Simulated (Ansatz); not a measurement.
**A series of single points on SnO₂**

System: SnO₂ (P4₂/mnm, 6 atoms in the cell).
Method: Kohn-Sham DFT of a periodic cell, PBE, Ansatz PAW, no spin polarisation (Ansatz 0.2.0).

The 7 runs differ only in the geometry, by a strain of the cell at fixed fractional positions. Against run 4, the strain is εxy = η. The structure derives from an entry of the Crystallography Open Database.

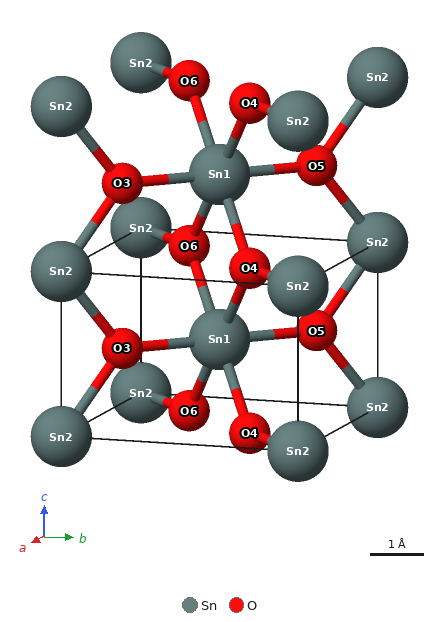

Figure 1. The structure of run 4 (ball-and-stick view of the cell of the calculation, repeated 1 × 1 × 2, seen slightly off an axis; atoms are numbered from 1 in the order of the input). An atom can appear more than once, as a periodic image.

**Input of run 4**
```yaml
crystal:
  lattice:
    - [4.738, 0.0, 0.0]
    - [0.0, 4.738, 0.0]
    - [0.0, 0.0, 3.1865]
  atoms:
    - { symbol: Sn, position: [0.5, 0.5, 0.5] }
    - { symbol: Sn, position: [0.0, 0.0, 0.0] }
    - { symbol: O, position: [0.8071, 0.1929, 0.5] }
    - { symbol: O, position: [0.6929, 0.6929, 0.0] }
    - { symbol: O, position: [0.1929, 0.8071, 0.5] }
    - { symbol: O, position: [0.3071, 0.3071, 0.0] }
hamiltonian:
  xc: pbe
  pseudopotentials: { kind: paw }
kpoints:
  mp_grid: { grid: [5, 5, 7] }
scf:
  occupations: { method: fermi_dirac, width: 0.05 }
output:
  forces: true
  stress: true
  eigenvalues: true
```

Command:
```bash
ansatz run input.yaml --threads 2 --pin off --max-ram 5632MiB --backend cpu --events-out ev --progress --plain --runs-dir out
```

Run 3 differs from it as follows:
```diff
-    - [4.738, 0.0, 0.0]
-    - [0.0, 4.738, 0.0]
+    - [4.738, -0.02369, 0.0]
+    - [-0.02369, 4.738, 0.0]
```

**Results, with one run withheld**

| run | strain parameter η (%) | free energy per atom, from the lowest run given (meV) | pressure (GPa) | gap on the mesh (eV) |
| --- | --- | --- | --- | --- |
| 1 | −2.0000 | 12.86 | 11.51 | 1.28 |
| 2 | −1.0000 | 3.22 | 11.18 | 1.28 |
| 3 | −0.5000 | ? | ? | ? |
| 4 | 0.0000 | 0.00 | 11.08 | 1.28 |
| 5 | 0.5000 | 0.82 | 11.10 | 1.28 |
| 6 | 1.0000 | 3.22 | 11.18 | 1.28 |
| 7 | 2.0000 | 12.86 | 11.51 | 1.28 |

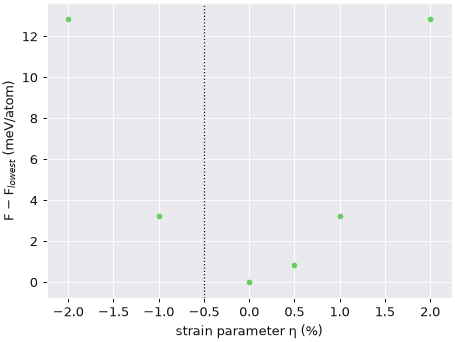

Figure 2. Free energy per atom of the runs given; the dotted line marks run 3.

Fit the runs given and predict run 3.

A cubic polynomial in the coordinate, fitted to the 6 runs given, misses them by at most 0.01 meV per atom. With x = η − 0.0833, it reads F = 0.029627 + 0.53871 x + 3.2131 x² − 0.00087986 x³ (meV per atom). At run 3 it gives 0.81 meV per atom, and the run itself gives 0.82. The fit has its minimum at η = −0.0005 %.

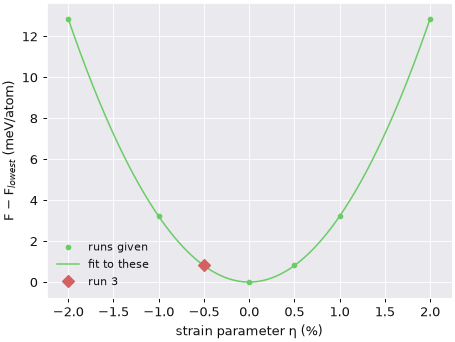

Figure 3. The fit and the withheld run.

**Output, shortened to warnings, some set-up lines, iterations and results (run 3)**
```
Basis set: ecut = 420 eV, 1419 PW (Γ), exchange–correlation on 64×64×48 points (8 copies of the dense FFT grid, shifted against one another)
Symmetry: 8 space group operations
k-points: 36 of 175
Initial density: superposition of atomic densities (neutral atoms: chi_scale 0, normalization atom), corrected by the library's trained network
[...]
SCF iter   1: F=—  HF=-14317.832302 eV  |F-HF|=—  |Δ(HF+E_count)|=         —  Δρ=1.10e-3  dr2=2.78e-4  ethr=1.77e-3  ⟨swp⟩=6.0  Hψ=5120  notcnv=0  defer=3
SCF iter   2: F=—  HF=-14317.834306 eV  |F-HF|=—  |Δ(HF+E_count)|=   2.00e-3  Δρ=5.87e-4  dr2=7.74e-5  ethr=5.35e-7  ⟨swp⟩=2.9  Hψ=2527  notcnv=0  defer=10
SCF iter   3: F=—  HF=-14317.834563 eV  |F-HF|=—  |Δ(HF+E_count)|=   2.57e-4  Δρ=2.01e-4  dr2=2.17e-5  ethr=1.49e-7  ⟨swp⟩=2.8  Hψ=1967  notcnv=0
SCF iter   4: F=—  HF=-14317.834573 eV  |F-HF|=—  |Δ(HF+E_count)|=   1.00e-5  Δρ=5.23e-5  dr2=1.17e-6  ethr=4.17e-8  ⟨swp⟩=2.0  Hψ=1563  notcnv=0
SCF iter   5: F=—  HF=-14317.834574 eV  |F-HF|=—  |Δ(HF+E_count)|=   8.38e-7  Δρ=2.80e-5  dr2=3.32e-7  ethr=2.25e-9  ⟨swp⟩=2.0  Hψ=1903  notcnv=0
SCF iter   6: F=-14317.834574 eV  HF=-14317.834574 eV  |F-HF|=3.42e-8  |Δ(HF+E_count)|=   3.55e-7  Δρ=1.20e-5  dr2=6.82e-8  ethr=1.92e-10  ⟨swp⟩=7.9  Hψ=4725  notcnv=0
SCF 1 converged in 6 iterations: F = -14317.834574 eV  dr2 = 6.82e-8
SCF converged after 6 iterations
Free energy (F): -14317.834574 eV
Harris-Foulkes:  -14317.834574 eV  (|F-HF|=3.42e-8)
Internal energy: -14317.834574 eV  (E = F + TS)
E sigma→0 (E₀):  -14317.834574 eV
Entropy (-TS):   -0.000000 eV (-0.000 meV/atom)
Fermi energy:    10.172362 eV
--- Per-component energies (eV) ---
  E_band       = -114.460964
  E_kinetic    = 1085.330123
  E_local      = -2861.112992  (includes V_loc(G=0)·N_el)
  E_nonlocal   = 134.903119
  E_hartree    = 1491.229842
  E_xc         = -1054.969525
  E_vxc        = -564.084409  (∫ρ·V_xc dr)
  E_paw        = -8930.448615  (= ΣΔE_a)
  E_vpaw       = -891.972974  (= ΣTr[D̂ρ^β])
  E_aug_tail   = 0.010010  (compensation charges beyond the density's cutoff)
  E_ewald      = -4182.776536
  E_smearing   = -0.000000  (= −TS)
  E_closure    = -0.000000  (closes the sum)
  Σ components = -14317.834574   (vs F -14317.834574, Δ=0.00e0)
--- Forces (eV/Å), atoms counted from 1 ---
  atom   1  Sn     0.00000000     0.00000000     0.00000000
  atom   2  Sn    -0.00000000    -0.00000000     0.00000000
  atom   3  O     -0.21504961     0.21504961     0.00000000
  atom   4  O      0.17104729     0.17104729     0.00000000
  atom   5  O      0.21504961    -0.21504961     0.00000000
  atom   6  O     -0.17104729    -0.17104729     0.00000000
  max |Σ_I F_I| component: 5.55e-17 eV/Å
--- Stress (GPa, compression-positive) ---
       10.128607       2.099832       0.000000
        2.099832      10.128607       0.000000
        0.000000       0.000000      13.052798
  P = ⅓ Tr σ = 11.1033 GPa (111.033 kbar)
```
